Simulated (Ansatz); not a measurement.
**A series of single points on CaO**

System: CaO (Pm-3m, 2 atoms in the cell).
Method: DFT r2SCAN, scalar-relativistic, plane waves, PAW, no spin polarisation (Ansatz 0.2.0).

The 7 runs differ only in the geometry, by an even scaling of the cell at fixed fractional positions. The structure was built on a prototype by a generator; it need not be a known phase.

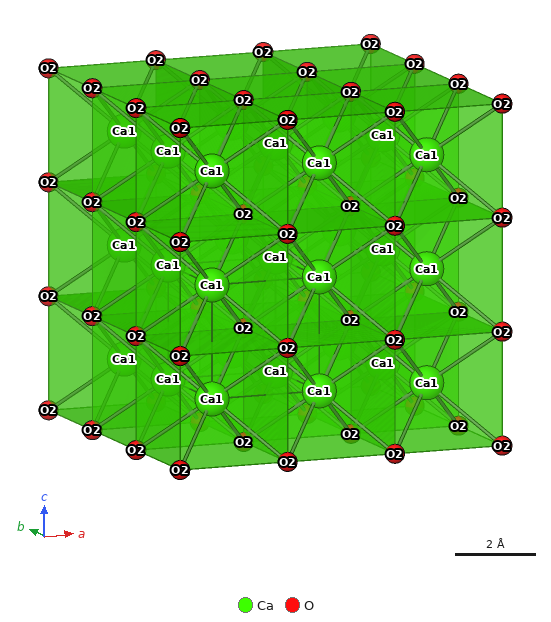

Figure 1. The structure of run 4 (polyhedral view of the cell of the calculation, repeated 2 × 2 × 2, seen slightly off an axis; polyhedra are completed across the faces of the cell; atoms are numbered from 1 in the order of the input). An atom can appear more than once, as a periodic image.

**Input of run 4**
```yaml
crystal:
  lattice:
    - [2.910188646, 0.0, 0.0]
    - [0.0, 2.910188646, 0.0]
    - [0.0, 0.0, 2.910188646]
  atoms:
    - { symbol: Ca, position: [0.0, 0.0, 0.0] }
    - { symbol: O, position: [0.5, 0.5, 0.5] }
basis:
  ecutwfc: 500
  ecutrho_ratio: 4
kpoints:
  mp_grid: { grid: [8, 8, 8] }
hamiltonian:
  xc: r2scan
scf:
  occupations: { method: gaussian, width: 0.05 }
output:
  forces: true
  stress: true
  eigenvalues: true
```

Command:
```bash
ansatz run input.yaml --threads 2 --pin off --max-ram 2662MiB --backend cpu --events-out ev --progress --plain --runs-dir out
```

Run 5 differs from it as follows:
```diff
-    - [2.910188646, 0.0, 0.0]
-    - [0.0, 2.910188646, 0.0]
-    - [0.0, 0.0, 2.910188646]
+    - [2.9221339385, 0.0, 0.0]
+    - [0.0, 2.9221339385, 0.0]
+    - [0.0, 0.0, 2.9221339385]
```

**Results, with one run withheld**

| run | volume per atom (Å³) | free energy per atom, from the lowest run given (meV) | pressure (GPa) | gap on the mesh (eV) |
| --- | --- | --- | --- | --- |
| 1 | 11.742 | 7.99 | 5.43 | 3.26 |
| 2 | 11.987 | 1.92 | 2.57 | 3.27 |
| 3 | 12.231 | 0.00 | 0.00 | 3.28 |
| 4 | 12.323 | 0.26 | −0.90 | 3.28 |
| 5 | 12.476 | ? | ? | ? |
| 6 | 12.632 | 4.73 | −3.67 | 3.28 |
| 7 | 13.087 | 20.21 | −7.12 | 3.28 |

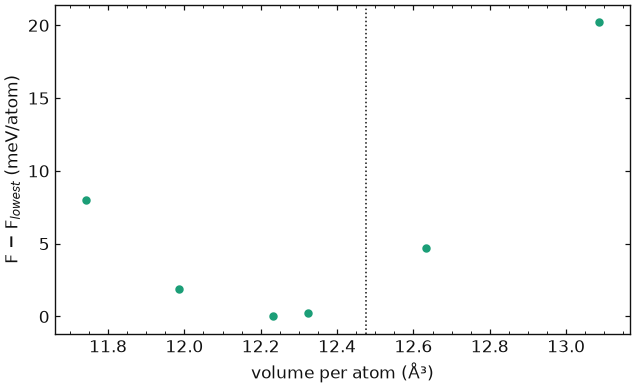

Figure 2. Free energy per atom of the runs given; the dotted line marks run 5.

Estimate the energy of run 5 from the others.

A cubic polynomial in V^(−2/3) (the Birch–Murnaghan form), fitted to the 6 runs given, misses them by under 0.01 meV per atom. With x = V^(−2/3) − 0.18746 Å⁻², it reads F = 0.24986 − 541.02 x + 2.9423e+05 x² + 2.703e+05 x³ (meV per atom). At run 5 it gives 1.81 meV per atom, and the run itself gives 1.80. The slope of the fit gives a pressure −dF/dV of −2.32 GPa there, and the run prints −2.31 GPa. The fit has its minimum at 12.231 Å³ per atom, where V d²F/dV² gives 122 GPa: the bulk modulus at this level, since symmetry fixes the shape and the positions.

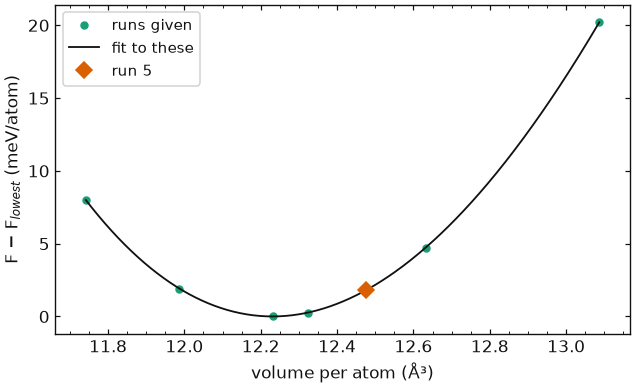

Figure 3. The fit and the withheld run.

**Output, shortened to warnings, some set-up lines, iterations and results (run 5)**
```
Basis set: ecut = 500 eV, 619 PW (Γ), exchange–correlation on 96×96×96 points (64 copies of the dense FFT grid, shifted against one another)
Symmetry: 48 space group operations
k-points: 35 of 512
Initial density: superposition of atomic densities (neutral atoms: chi_scale 0, normalization atom), corrected by the library's trained network
[...]
SCF iter   1: F=—  HF=-2393.062427 eV  |F-HF|=—  |Δ(HF+E_count)|=         —  Δρ=1.49e-2  dr2=7.66e-2  dr2_τ=6.31e-2  ethr=1.77e-3  ⟨swp⟩=7.4  Hψ=3047  notcnv=0
SCF iter   2: F=—  HF=-2393.144015 eV  |F-HF|=—  |Δ(HF+E_count)|=   8.16e-2  Δρ=1.33e-2  dr2=2.66e-2  dr2_τ=6.40e-3  ethr=4.79e-4  ⟨swp⟩=2.5  Hψ=1000  notcnv=0
SCF iter   3: F=—  HF=-2393.137950 eV  |F-HF|=—  |Δ(HF+E_count)|=   6.06e-3  Δρ=2.82e-3  dr2=1.51e-3  dr2_τ=1.12e-4  ethr=1.66e-4  ⟨swp⟩=2.0  Hψ=689  notcnv=0
SCF iter   4: F=—  HF=-2393.137574 eV  |F-HF|=—  |Δ(HF+E_count)|=   3.76e-4  Δρ=9.25e-4  dr2=8.63e-5  dr2_τ=2.00e-5  ethr=9.41e-6  ⟨swp⟩=2.7  Hψ=757  notcnv=0
SCF iter   5: F=—  HF=-2393.137566 eV  |F-HF|=—  |Δ(HF+E_count)|=   7.58e-6  Δρ=1.12e-4  dr2=1.86e-6  dr2_τ=2.69e-7  ethr=5.39e-7  ⟨swp⟩=2.0  Hψ=528  notcnv=0
SCF iter   6: F=-2393.137566 eV  HF=-2393.137566 eV  |F-HF|=9.35e-9  |Δ(HF+E_count)|=   4.01e-7  Δρ=1.42e-5  dr2=2.59e-8  dr2_τ=4.68e-9  ethr=6.25e-10  ⟨swp⟩=2.9  Hψ=1619  …
SCF 1 converged in 6 iterations: F = -2393.137566 eV  dr2 = 2.59e-8
SCF converged after 6 iterations
Free energy (F): -2393.137566 eV
Harris-Foulkes:  -2393.137566 eV  (|F-HF|=9.35e-9)
Internal energy: -2393.137566 eV  (E = F + TS)
E sigma→0 (E₀):  -2393.137566 eV
Fermi energy:    11.353669 eV
--- Per-component energies (eV) ---
  E_band       = -94.815336
  E_kinetic    = 456.826473
  E_local      = -792.597944  (includes V_loc(G=0)·N_el)
  E_nonlocal   = 110.332894
  E_hartree    = 256.383752
  E_xc         = -212.508750
  E_vxc        = -302.934078  (∫ρ·V_xc dr)
  E_paw        = -1023.468272  (= ΣΔE_a)
  E_vpaw       = -97.807906  (= ΣTr[D̂ρ^β])
  E_aug_tail   = 0.001031  (compensation charges beyond the density's cutoff)
  E_vtau       = 18.594987  (kinetic-family band-sum trace: ∫τ·v_τ [+ j·A + Jᵃ·Aᵃ] dr)
  E_ewald      = -1187.854145
  E_core_change = -0.252606  (= ΣΔE_core)
  E_smearing   = -0.000000  (= −TS)
  E_closure    = 0.000000  (closes the sum)
  Σ components = -2393.137566   (vs F -2393.137566, Δ=0.00e0)
--- Forces (eV/Å), atoms counted from 1 ---
  atom   1  Ca    -0.00000000    -0.00000000     0.00000000
  atom   2  O      0.00000000     0.00000000     0.00000000
  max |Σ_I F_I| component: 2.32e-29 eV/Å
--- Stress (GPa, compression-positive) ---
       -2.313106       0.000000       0.000000
        0.000000      -2.313106       0.000000
        0.000000       0.000000      -2.313106
  P = ⅓ Tr σ = -2.3131 GPa (-23.131 kbar)
```
